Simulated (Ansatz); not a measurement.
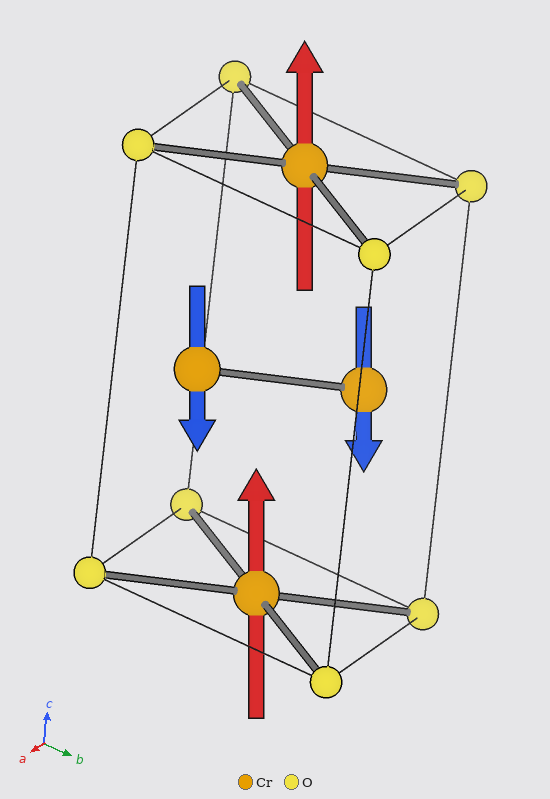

We look at a ball-and-stick model of the crystal slightly off an axis. Atoms at the boundary of the cell (the run's own, in a reduced setting) (the box) are drawn once for each face, edge or corner they touch. Arrows are the site magnetic moments above 0.25 μB (those induced on non-metal atoms are left out); longer means larger, and red and blue are up and down (without spin-orbit coupling the axis itself is arbitrary).

This is the state reached for Cr₃O. Setup: DFT PBE, scalar-relativistic, plane waves, PAW (Ansatz 0.2.0); plane waves up to 420 eV, k-points about 0.14 Å⁻¹ apart, Gaussian smearing of 0.1 eV, collinear spins.

### What do the arrows say about the order?

Ferrimagnetic (within this cell). Site moments: 1 Cr +1.9 μB and 2 Cr −0.3 μB. The net spin moment of the whole cell is 1.6 μB, including what lies between the atoms and on sites without an arrow.

The structure comes from a textbook structure type filled with these elements (whether it is the usual form wasn't checked). It is drawn as it came out of a relaxation with DFT PBE, scalar-relativistic, plane waves, PAW in Ansatz.
